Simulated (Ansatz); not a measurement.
## Nudged elastic band, with input and output: Mg8HO8 (charge +1) (part 2 of 3)

Continued. System: Mg8HO8 (defect cell, 17 atoms in the cell, total charge +1). Method: DFT PBE, scalar-relativistic, plane waves, PAW, no spin polarisation (Ansatz 0.2.0); cutoff 420 eV, 2×2×2 k-mesh, Gaussian smearing of 0.05 eV. The structure derives from an entry of the Crystallography Open Database. It belongs to a series of runs on one base structure; here: band between the two ends.

Geometry of the input (Å; fractional positions):
```
0.0000  4.2110  4.2110
4.2110  0.0000  4.2110
4.2110  4.2110  0.0000
Mg 0.0088  -0.0106  0.0010
O  0.2593  0.2442  0.2484
Mg 0.0031  -0.0014  0.4993
O  0.2582  0.2469  0.7475
Mg 0.0088  0.5004  0.0010
O  0.2593  0.7477  0.2484
Mg 0.0088  0.5004  0.4901
O  0.2593  0.7477  0.7448
Mg 0.5164  -0.0197  0.0225
O  0.7533  0.2473  0.2517
Mg 0.5164  -0.0197  0.4810
O  0.7533  0.2473  0.7480
Mg 0.5085  0.4968  -0.0025
O  0.7681  0.7436  0.2443
Mg 0.5164  0.5217  0.4810
O  0.7533  0.7511  0.7479
H  0.4601  0.1795  0.6803
```

## The program's output, continued
```
NEB image 2, as the band closes
preconditioner: auto → Resta (q_TF=auto, 2.659 Å⁻¹)  ε∞=3.3  [insulator: Δε(μ)=4.416 eV  Ē_g=16.080 eV  σ=0.050 eV  W_gap=1.00  n_scr=58 (ndim 8)  ℏωp=24.3 eV  f_vac=0.000  D(μ)=0.00/eV (n_scr^D=0)  ε∞_Penn≈3.3]
NEB point 1 about image 2
preconditioner: auto → Resta (q_TF=auto, 2.659 Å⁻¹)  ε∞=3.3  [insulator: Δε(μ)=4.418 eV  Ē_g=16.083 eV  σ=0.050 eV  W_gap=1.00  n_scr=58 (ndim 8)  ℏωp=24.3 eV  f_vac=0.000  D(μ)=0.00/eV (n_scr^D=0)  ε∞_Penn≈3.3]
NEB point 2 about image 2
NEB point 3 about image 2
preconditioner: auto → Resta (q_TF=auto, 2.659 Å⁻¹)  ε∞=3.3  [insulator: Δε(μ)=4.413 eV  Ē_g=16.072 eV  σ=0.050 eV  W_gap=1.00  n_scr=58 (ndim 8)  ℏωp=24.3 eV  f_vac=0.000  D(μ)=0.00/eV (n_scr^D=0)  ε∞_Penn≈3.3]
NEB point 4 about image 2
preconditioner: auto → Resta (q_TF=auto, 2.659 Å⁻¹)  ε∞=3.3  [insulator: Δε(μ)=4.400 eV  Ē_g=16.074 eV  σ=0.050 eV  W_gap=1.00  n_scr=58 (ndim 8)  ℏωp=24.3 eV  f_vac=0.000  D(μ)=0.00/eV (n_scr^D=0)  ε∞_Penn≈3.3]
NEB point 5 about image 2
preconditioner: auto → Resta (q_TF=auto, 2.659 Å⁻¹)  ε∞=3.3  [insulator: Δε(μ)=4.428 eV  Ē_g=16.081 eV  σ=0.050 eV  W_gap=1.00  n_scr=58 (ndim 8)  ℏωp=24.3 eV  f_vac=0.000  D(μ)=0.00/eV (n_scr^D=0)  ε∞_Penn≈3.3]
NEB point 6 about image 2
preconditioner: auto → Resta (q_TF=auto, 2.659 Å⁻¹)  ε∞=3.3  [insulator: Δε(μ)=4.435 eV  Ē_g=16.086 eV  σ=0.050 eV  W_gap=1.00  n_scr=58 (ndim 8)  ℏωp=24.3 eV  f_vac=0.000  D(μ)=0.00/eV (n_scr^D=0)  ε∞_Penn≈3.3]
NEB point 7 about image 2
preconditioner: auto → Resta (q_TF=auto, 2.659 Å⁻¹)  ε∞=3.3  [insulator: Δε(μ)=4.435 eV  Ē_g=16.084 eV  σ=0.050 eV  W_gap=1.00  n_scr=58 (ndim 8)  ℏωp=24.3 eV  f_vac=0.000  D(μ)=0.00/eV (n_scr^D=0)  ε∞_Penn≈3.3]
NEB point 8 about image 2
preconditioner: auto → Resta (q_TF=auto, 2.659 Å⁻¹)  ε∞=3.3  [insulator: Δε(μ)=4.442 eV  Ē_g=16.087 eV  σ=0.050 eV  W_gap=1.00  n_scr=58 (ndim 8)  ℏωp=24.3 eV  f_vac=0.000  D(μ)=0.00/eV (n_scr^D=0)  ε∞_Penn≈3.3]
NEB point 9 about image 2
preconditioner: auto → Resta (q_TF=auto, 2.659 Å⁻¹)  ε∞=3.3  [insulator: Δε(μ)=4.328 eV  Ē_g=16.059 eV  σ=0.050 eV  W_gap=1.00  n_scr=58 (ndim 8)  ℏωp=24.3 eV  f_vac=0.000  D(μ)=0.00/eV (n_scr^D=0)  ε∞_Penn≈3.3]
NEB point 10 about image 2
preconditioner: auto → Resta (q_TF=auto, 2.659 Å⁻¹)  ε∞=3.3  [insulator: Δε(μ)=4.435 eV  Ē_g=16.079 eV  σ=0.050 eV  W_gap=1.00  n_scr=58 (ndim 8)  ℏωp=24.3 eV  f_vac=0.000  D(μ)=0.00/eV (n_scr^D=0)  ε∞_Penn≈3.3]
NEB point 11 about image 2
preconditioner: auto → Resta (q_TF=auto, 2.659 Å⁻¹)  ε∞=3.3  [insulator: Δε(μ)=4.336 eV  Ē_g=16.083 eV  σ=0.050 eV  W_gap=1.00  n_scr=58 (ndim 8)  ℏωp=24.3 eV  f_vac=0.000  D(μ)=0.00/eV (n_scr^D=0)  ε∞_Penn≈3.3]
NEB point 12 about image 2
preconditioner: auto → Resta (q_TF=auto, 2.659 Å⁻¹)  ε∞=3.3  [insulator: Δε(μ)=4.402 eV  Ē_g=16.076 eV  σ=0.050 eV  W_gap=1.00  n_scr=58 (ndim 8)  ℏωp=24.3 eV  f_vac=0.000  D(μ)=0.00/eV (n_scr^D=0)  ε∞_Penn≈3.3]
NEB point 13 about image 2
preconditioner: auto → Resta (q_TF=auto, 2.659 Å⁻¹)  ε∞=3.3  [insulator: Δε(μ)=4.423 eV  Ē_g=16.069 eV  σ=0.050 eV  W_gap=1.00  n_scr=58 (ndim 8)  ℏωp=24.3 eV  f_vac=0.000  D(μ)=0.00/eV (n_scr^D=0)  ε∞_Penn≈3.3]
NEB point 14 about image 2
preconditioner: auto → Resta (q_TF=auto, 2.659 Å⁻¹)  ε∞=3.3  [insulator: Δε(μ)=4.417 eV  Ē_g=16.084 eV  σ=0.050 eV  W_gap=1.00  n_scr=58 (ndim 8)  ℏωp=24.3 eV  f_vac=0.000  D(μ)=0.00/eV (n_scr^D=0)  ε∞_Penn≈3.3]
NEB point 15 about image 2
preconditioner: auto → Resta (q_TF=auto, 2.659 Å⁻¹)  ε∞=3.3  [insulator: Δε(μ)=4.410 eV  Ē_g=16.076 eV  σ=0.050 eV  W_gap=1.00  n_scr=58 (ndim 8)  ℏωp=24.3 eV  f_vac=0.000  D(μ)=0.00/eV (n_scr^D=0)  ε∞_Penn≈3.3]
NEB point 16 about image 2
preconditioner: auto → Resta (q_TF=auto, 2.659 Å⁻¹)  ε∞=3.3  [insulator: Δε(μ)=4.392 eV  Ē_g=16.083 eV  σ=0.050 eV  W_gap=1.00  n_scr=58 (ndim 8)  ℏωp=24.3 eV  f_vac=0.000  D(μ)=0.00/eV (n_scr^D=0)  ε∞_Penn≈3.3]
NEB point 17 about image 2
preconditioner: auto → Resta (q_TF=auto, 2.659 Å⁻¹)  ε∞=3.3  [insulator: Δε(μ)=4.336 eV  Ē_g=16.084 eV  σ=0.050 eV  W_gap=1.00  n_scr=58 (ndim 8)  ℏωp=24.3 eV  f_vac=0.000  D(μ)=0.00/eV (n_scr^D=0)  ε∞_Penn≈3.3]
NEB point 18 about image 2
preconditioner: auto → Resta (q_TF=auto, 2.659 Å⁻¹)  ε∞=3.3  [insulator: Δε(μ)=4.418 eV  Ē_g=16.084 eV  σ=0.050 eV  W_gap=1.00  n_scr=58 (ndim 8)  ℏωp=24.3 eV  f_vac=0.000  D(μ)=0.00/eV (n_scr^D=0)  ε∞_Penn≈3.3]
NEB point 19 about image 2
preconditioner: auto → Resta (q_TF=auto, 2.659 Å⁻¹)  ε∞=3.3  [insulator: Δε(μ)=4.409 eV  Ē_g=16.075 eV  σ=0.050 eV  W_gap=1.00  n_scr=58 (ndim 8)  ℏωp=24.3 eV  f_vac=0.000  D(μ)=0.00/eV (n_scr^D=0)  ε∞_Penn≈3.3]
NEB point between images 0 and 1
preconditioner: auto → Resta (q_TF=auto, 2.659 Å⁻¹)  ε∞=3.3  [insulator: Δε(μ)=4.265 eV  Ē_g=16.104 eV  σ=0.050 eV  W_gap=1.00  n_scr=58 (ndim 8)  ℏωp=24.3 eV  f_vac=0.000  D(μ)=0.00/eV (n_scr^D=0)  ε∞_Penn≈3.3]
NEB point between images 1 and 2
preconditioner: auto → Resta (q_TF=auto, 2.659 Å⁻¹)  ε∞=3.3  [insulator: Δε(μ)=4.309 eV  Ē_g=16.035 eV  σ=0.050 eV  W_gap=1.00  n_scr=58 (ndim 8)  ℏωp=24.3 eV  f_vac=0.000  D(μ)=0.00/eV (n_scr^D=0)  ε∞_Penn≈3.3]
NEB point between images 2 and 3
preconditioner: auto → Resta (q_TF=auto, 2.659 Å⁻¹)  ε∞=3.3  [insulator: Δε(μ)=4.366 eV  Ē_g=16.050 eV  σ=0.050 eV  W_gap=1.00  n_scr=58 (ndim 8)  ℏωp=24.3 eV  f_vac=0.000  D(μ)=0.00/eV (n_scr^D=0)  ε∞_Penn≈3.3]
NEB point between images 3 and 4
preconditioner: auto → Resta (q_TF=auto, 2.659 Å⁻¹)  ε∞=3.3  [insulator: Δε(μ)=4.260 eV  Ē_g=16.106 eV  σ=0.050 eV  W_gap=1.00  n_scr=58 (ndim 8)  ℏωp=24.3 eV  f_vac=0.000  D(μ)=0.00/eV (n_scr^D=0)  ε∞_Penn≈3.3]
NEB point between images 4 and 5
preconditioner: auto → Resta (q_TF=auto, 2.659 Å⁻¹)  ε∞=3.3  [insulator: Δε(μ)=4.279 eV  Ē_g=16.110 eV  σ=0.050 eV  W_gap=1.00  n_scr=58 (ndim 8)  ℏωp=24.3 eV  f_vac=0.000  D(μ)=0.00/eV (n_scr^D=0)  ε∞_Penn≈3.3]
NEB point between images 5 and 6
preconditioner: auto → Resta (q_TF=auto, 2.659 Å⁻¹)  ε∞=3.3  [insulator: Δε(μ)=4.264 eV  Ē_g=16.103 eV  σ=0.050 eV  W_gap=1.00  n_scr=58 (ndim 8)  ℏωp=24.3 eV  f_vac=0.000  D(μ)=0.00/eV (n_scr^D=0)  ε∞_Penn≈3.3]
NEB point between images 0 and 1
preconditioner: auto → Resta (q_TF=auto, 2.659 Å⁻¹)  ε∞=3.3  [insulator: Δε(μ)=4.232 eV  Ē_g=16.108 eV  σ=0.050 eV  W_gap=1.00  n_scr=58 (ndim 8)  ℏωp=24.3 eV  f_vac=0.000  D(μ)=0.00/eV (n_scr^D=0)  ε∞_Penn≈3.3]
NEB point between images 0 and 1
preconditioner: auto → Resta (q_TF=auto, 2.659 Å⁻¹)  ε∞=3.3  [insulator: Δε(μ)=4.313 eV  Ē_g=16.104 eV  σ=0.050 eV  W_gap=1.00  n_scr=58 (ndim 8)  ℏωp=24.3 eV  f_vac=0.000  D(μ)=0.00/eV (n_scr^D=0)  ε∞_Penn≈3.3]
NEB point between images 1 and 2
preconditioner: auto → Resta (q_TF=auto, 2.659 Å⁻¹)  ε∞=3.3  [insulator: Δε(μ)=4.327 eV  Ē_g=16.062 eV  σ=0.050 eV  W_gap=1.00  n_scr=58 (ndim 8)  ℏωp=24.3 eV  f_vac=0.000  D(μ)=0.00/eV (n_scr^D=0)  ε∞_Penn≈3.3]
NEB point between images 1 and 2
preconditioner: auto → Resta (q_TF=auto, 2.659 Å⁻¹)  ε∞=3.3  [insulator: Δε(μ)=4.318 eV  Ē_g=16.036 eV  σ=0.050 eV  W_gap=1.00  n_scr=58 (ndim 8)  ℏωp=24.3 eV  f_vac=0.000  D(μ)=0.00/eV (n_scr^D=0)  ε∞_Penn≈3.3]
NEB point between images 2 and 3
preconditioner: auto → Resta (q_TF=auto, 2.659 Å⁻¹)  ε∞=3.3  [insulator: Δε(μ)=4.383 eV  Ē_g=16.050 eV  σ=0.050 eV  W_gap=1.00  n_scr=58 (ndim 8)  ℏωp=24.3 eV  f_vac=0.000  D(μ)=0.00/eV (n_scr^D=0)  ε∞_Penn≈3.3]
NEB point between images 2 and 3
preconditioner: auto → Resta (q_TF=auto, 2.659 Å⁻¹)  ε∞=3.3  [insulator: Δε(μ)=4.367 eV  Ē_g=16.078 eV  σ=0.050 eV  W_gap=1.00  n_scr=58 (ndim 8)  ℏωp=24.3 eV  f_vac=0.000  D(μ)=0.00/eV (n_scr^D=0)  ε∞_Penn≈3.3]
NEB point between images 4 and 5
preconditioner: auto → Resta (q_TF=auto, 2.659 Å⁻¹)  ε∞=3.3  [insulator: Δε(μ)=4.267 eV  Ē_g=16.109 eV  σ=0.050 eV  W_gap=1.00  n_scr=58 (ndim 8)  ℏωp=24.3 eV  f_vac=0.000  D(μ)=0.00/eV (n_scr^D=0)  ε∞_Penn≈3.3]
NEB point between images 4 and 5
preconditioner: auto → Resta (q_TF=auto, 2.659 Å⁻¹)  ε∞=3.3  [insulator: Δε(μ)=4.282 eV  Ē_g=16.112 eV  σ=0.050 eV  W_gap=1.00  n_scr=58 (ndim 8)  ℏωp=24.3 eV  f_vac=0.000  D(μ)=0.00/eV (n_scr^D=0)  ε∞_Penn≈3.3]
NEB point between images 5 and 6
preconditioner: auto → Resta (q_TF=auto, 2.659 Å⁻¹)  ε∞=3.3  [insulator: Δε(μ)=4.298 eV  Ē_g=16.105 eV  σ=0.050 eV  W_gap=1.00  n_scr=58 (ndim 8)  ℏωp=24.3 eV  f_vac=0.000  D(μ)=0.00/eV (n_scr^D=0)  ε∞_Penn≈3.3]
NEB point between images 5 and 6
preconditioner: auto → Resta (q_TF=auto, 2.659 Å⁻¹)  ε∞=3.3  [insulator: Δε(μ)=4.225 eV  Ē_g=16.104 eV  σ=0.050 eV  W_gap=1.00  n_scr=58 (ndim 8)  ℏωp=24.3 eV  f_vac=0.000  D(μ)=0.00/eV (n_scr^D=0)  ε∞_Penn≈3.3]
NEB iter  11: max|band force component| = 2.144e-2 eV/Å  barrier→ = 0.3546 eV  barrier← = 0.3545 eV  CI = image 2  Δτ_max = 0.0000 Å  (286 SCF iters)
```

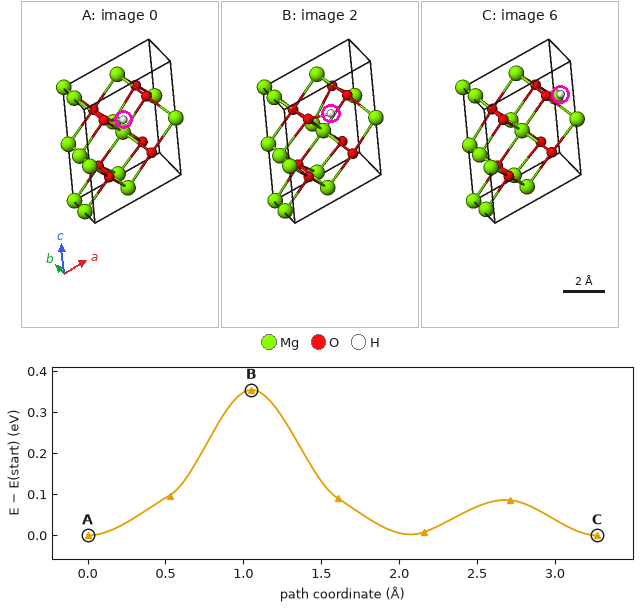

*Images of the last band (counted from 0; ball-and-stick, reduced simulation cell, seen slightly off an axis), with the moving atom and its periodic copies ringed, above the energy along the path; the line is a cubic interpolation that uses the forces.*

The highest image is number 2, 0.355 eV above the start and 0.355 eV above the end (the climbing image); start and end have the same energy. The path is 3.27 Å long, and H17 moves most (2.30 Å). The band converged in 11 iterations.

```
Free energy (F): -19977.082411 eV
Harris-Foulkes:  -19977.082411 eV  (|F-HF|=2.29e-10)
Internal energy: -19977.082411 eV  (E = F + TS)
E sigma→0 (E₀):  -19977.082411 eV
Fermi energy:    10.459593 eV
--- Per-component energies (eV) ---
  E_band       = -2330.664916
  E_kinetic    = 2052.215768
  E_local      = -12859.580849  (includes V_loc(G=0)·N_el)
  E_nonlocal   = 1142.479353
  E_hartree    = 4458.330898
  E_xc         = -843.691057
  E_vxc        = -1081.210597  (∫ρ·V_xc dr)
  E_paw        = -3600.762459  (= ΣΔE_a)
  E_vpaw       = -501.249725  (= ΣTr[D̂ρ^β])
  E_aug_tail   = 0.019040  (compensation charges beyond the density's cutoff)
  E_ewald      = -10326.093104
  E_smearing   = -0.000000  (= −TS)
  E_closure    = 0.000000  (closes the sum)
  E_deformation_potential = 18.573318  (in the stress; not in F)
  Σ components = -19977.082411   (vs F -19977.082411, Δ=0.00e0)
--- Forces (eV/Å), atoms counted from 1 ---
  atom   1  Mg     0.00795860    -0.00599993    -0.00016562
  atom   2  O     -0.00347361    -0.00022865    -0.00117034
[...]
  atom   3  Mg     0.00853645    -0.00690777     0.00107802
  atom   4  O      0.00162097     0.00183528     0.00263989
  atom   5  Mg     0.00287021     0.00148373    -0.00345802
  atom   6  O     -0.00188322     0.00424642    -0.00337478
  atom   7  Mg     0.00060573    -0.00249803    -0.00239510
  atom   8  O     -0.00469869     0.00239024    -0.00390713
  atom   9  Mg    -0.00508946    -0.00307315     0.00414226
  atom  10  O      0.00306173     0.00481753     0.00122396
  atom  11  Mg     0.00241758    -0.00156331     0.00642658
  atom  12  O     -0.00466005    -0.00369597     0.00036332
  atom  13  Mg    -0.00584802     0.00520439    -0.00458580
  atom  14  O     -0.00053220     0.00053091    -0.00129040
  atom  15  Mg    -0.00175760     0.00087042     0.00128897
  atom  16  O     -0.00126872     0.00515018     0.00545076
  atom  17  H      0.00214056    -0.00255901    -0.00226699
  max |Σ_I F_I| component: 3.28e-6 eV/Å
--- Band table (eV; the first three rows and the last of 8) ---
  k-point 0: bands = ["-64.1672", "-64.1640", "-64.0973", "-64.0861", "-63.6743", "-63.6713", "-63.6707", "-63.6677", "-31.0009", "-30.9883", "-30.9468", "-30.9466", "-30.9367", "-30.8907", "-30.8853", "-30.8828", "-30.8342", "-30.8316", "-30.8208", "-30.8127", "-30.4601", "-30.4578", "-30.4576", "-30.4544", "-30.4535", "-30.4466", "-30.4463", "-30.4391", "-30.4094", "-30.4038", "-30.4036", "-30.3981", "-10.0574", "-8.4668", "-8.3943", "-7.8280", "-7.4866", "-7.3793", "-7.3643", "-7.1509", "1.2880", "3.4534", "3.6657", "3.8233", "3.8469", "4.1251", "4.2539", "6.3071", "6.3840", "6.5681", "6.6155", "6.9061", "6.9704", "7.1689", "7.2419", "7.3813", "7.3861", "7.5100", "7.6664", "7.9224", "7.9300", "8.1820", "8.2064", "8.2517", "12.6675", "15.1244", "16.2137", "16.2262", "16.4250", "17.0973", "17.3298", "17.6591", "17.8982", "18.1691", "18.4734", "20.1912", "20.6697", "20.8618", "20.9156", "21.1755", "21.2424"]
  k-point 1: bands = ["-64.1663", "-64.1649", "-64.0969", "-64.0865", "-63.6737", "-63.6715", "-63.6705", "-63.6685", "-30.9850", "-30.9739", "-30.9616", "-30.9434", "-30.9387", "-30.8967", "-30.8876", "-30.8860", "-30.8317", "-30.8295", "-30.8209", "-30.8139", "-30.4616", "-30.4594", "-30.4579", "-30.4557", "-30.4521", "-30.4499", "-30.4271", "-30.4250", "-30.4199", "-30.4179", "-30.4078", "-30.4056", "-9.9400", "-8.4655", "-8.3855", "-7.8525", "-7.6292", "-7.4774", "-7.2707", "-7.2581", "1.4334", "4.1370", "4.2786", "4.4916", "4.6259", "4.6347", "5.1250", "5.5972", "5.9332", "6.1306", "6.2600", "6.4068", "6.5656", "6.6181", "6.7744", "6.9579", "6.9902", "7.0169", "7.2182", "7.3338", "7.7610", "7.9511", "7.9648", "8.0158", "14.1946", "15.4007", "16.9127", "17.7924", "17.8365", "17.8497", "17.9290", "18.0479", "19.3692", "19.5065", "19.8354", "19.8519", "19.9044", "20.0676", "20.6750", "20.8678", "21.0274"]
  k-point 2: bands = ["-64.1671", "-64.1640", "-64.0973", "-64.0862", "-63.6733", "-63.6723", "-63.6695", "-63.6689", "-30.9961", "-30.9916", "-30.9464", "-30.9406", "-30.9327", "-30.8892", "-30.8843", "-30.8828", "-30.8366", "-30.8322", "-30.8204", "-30.8162", "-30.4614", "-30.4596", "-30.4571", "-30.4563", "-30.4444", "-30.4436", "-30.4354", "-30.4338", "-30.4242", "-30.4225", "-30.4012", "-30.4006", "-9.9144", "-8.6262", "-8.1252", "-8.0699", "-7.5163", "-7.5072", "-7.2753", "-7.2602", "1.8536", "4.0819", "4.1409", "4.4496", "4.5162", "4.5288", "5.0238", "5.3320", "5.7278", "5.8895", "6.3676", "6.4310", "6.5881", "6.6443", "6.9011", "6.9361", "7.0477", "7.0987", "7.3984", "7.4045", "7.7933", "7.8551", "8.0164", "8.0320", "15.1281", "15.3134", "17.1942", "17.5493", "17.9733", "18.0035", "18.0545", "18.2109", "18.9793", "19.5461", "19.5665", "19.7193", "19.8099", "19.9056", "20.4067", "20.6624", "20.9589"]
```
